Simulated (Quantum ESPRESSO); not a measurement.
## Energy of Ta along an even scaling of the cell

System: Ta (Im-3m, 1 atom in the cell).
Method: Kohn-Sham DFT of a periodic cell, LDA, GBRV 1.5 LDA, no spin polarisation (Quantum ESPRESSO 7.5).

The 7 runs differ only in the geometry, by an even scaling of the cell at fixed fractional positions. The structure derives from an entry of the Crystallography Open Database.

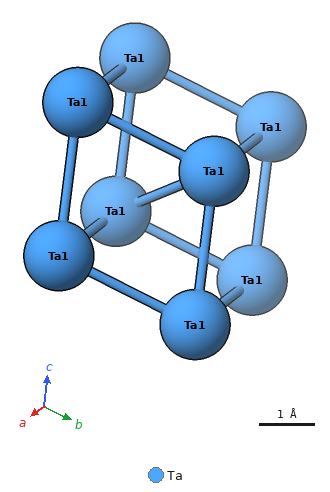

Figure 1. The structure of run 4 (ball-and-stick view of the cell of the calculation, seen slightly off an axis; atoms are numbered from 1 in the order of the input).

**Input of run 4**
```
&CONTROL
  calculation = 'scf'
  prefix = 'pwscf'
  outdir = './tmp'
  pseudo_dir = './pseudo'
  tprnfor = .true.
  tstress = .true.
  disk_io = 'nowf'
/
&SYSTEM
  ibrav = 0
  nat = 1
  ntyp = 1
  ecutwfc = 45
  ecutrho = 360
  nbnd = 12
  occupations = 'smearing'
  smearing = 'fd'
  degauss = 0.00367493
/
&ELECTRONS
  conv_thr = 2d-10
  electron_maxstep = 120
  mixing_beta = 0.5
/
ATOMIC_SPECIES
Ta   180.9479 ta_lda_v1.uspp.F.UPF
CELL_PARAMETERS angstrom
  -1.6512800000    1.6512800000    1.6512800000
   1.6512800000   -1.6512800000    1.6512800000
   1.6512800000    1.6512800000   -1.6512800000
ATOMIC_POSITIONS crystal
Ta     0.0000000000    0.0000000000    0.0000000000
K_POINTS automatic
11 11 11 0 0 0
```

Command:
```bash
OMP_NUM_THREADS=1 pw.x -in pw.in > pw.out
```

Run 5 differs from it as follows:
```diff
-  -1.6512800000    1.6512800000    1.6512800000
-   1.6512800000   -1.6512800000    1.6512800000
-   1.6512800000    1.6512800000   -1.6512800000
+  -1.6622159478    1.6622159478    1.6622159478
+   1.6622159478   -1.6622159478    1.6622159478
+   1.6622159478    1.6622159478   -1.6622159478
```

**Results, with one run withheld**

```tsv
run	volume per atom (Å³)	free energy per atom, from the lowest run given (meV)	pressure (GPa)
1	16.930	3.24	2.78
2	17.290	0.00	−2.12
3	17.650	7.30	−6.51
4	18.010	23.96	−10.44
5	18.371	?	?
6	18.731	81.82	−17.07
7	19.091	121.22	−19.87
```

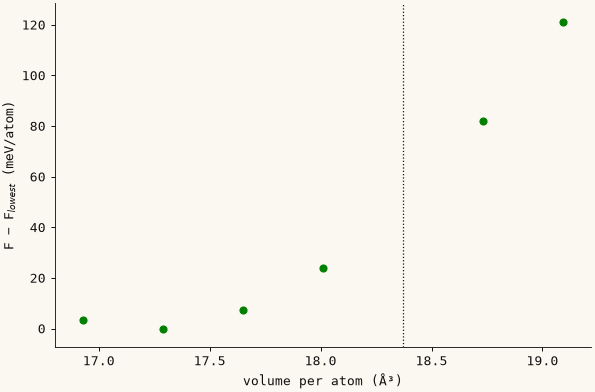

Figure 2. Free energy per atom of the runs given; the dotted line marks run 5.

Fit the runs given and predict run 5.

A cubic polynomial in V^(−2/3) (the Birch–Murnaghan form), fitted to the 6 runs given, misses them by at most 0.01 meV per atom. With x = V^(−2/3) − 0.14601 Å⁻², it reads F = 19.165 − 9720.6 x + 1.213e+06 x² + 1.3179e+06 x³ (meV per atom). At run 5 it gives 49.16 meV per atom, and the run itself gives 49.24. The slope of the fit gives a pressure −dF/dV of −12.92 GPa there, and the run prints −13.94 GPa. The two needn't agree exactly: the fit is approximate, and the printed stress is taken on a finite basis. The fit has its minimum at 17.215 Å³ per atom, where V d²F/dV² gives 229 GPa: the bulk modulus at this level, since symmetry fixes the shape and the positions.

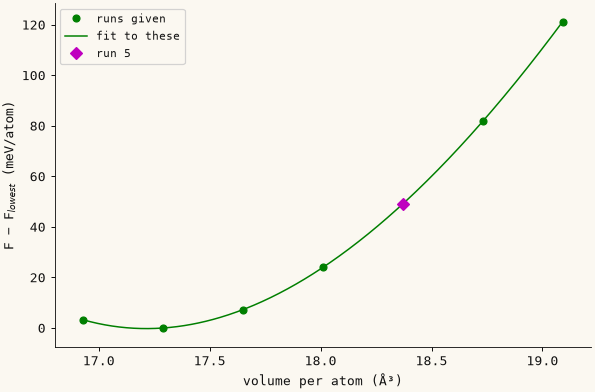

Figure 3. The fit and the withheld run.

**Some lines of the output (run 5)**
```
[...]
     unit-cell volume          =     123.9707 (a.u.)^3
     number of k points=    56  Fermi-Dirac smearing, width (Ry)=  0.0037
     total energy              =    -141.91631208 Ry
     total energy              =    -141.91828829 Ry
     total energy              =    -141.91843055 Ry
     total energy              =    -141.91843388 Ry
     total energy              =    -141.91843390 Ry
     total energy              =    -141.91843392 Ry
     the Fermi energy is    17.8607 ev
!    total energy              =    -141.91843392 Ry
     The total energy is F=E-TS. E is the sum of the following terms:
     Computing stress (Cartesian axis) and pressure
          total   stress  (Ry/bohr**3)                   (kbar)     P=     -139.43
```

Notes on the run: negative rho. Spin–orbit coupling is left out, which matters for Ta.
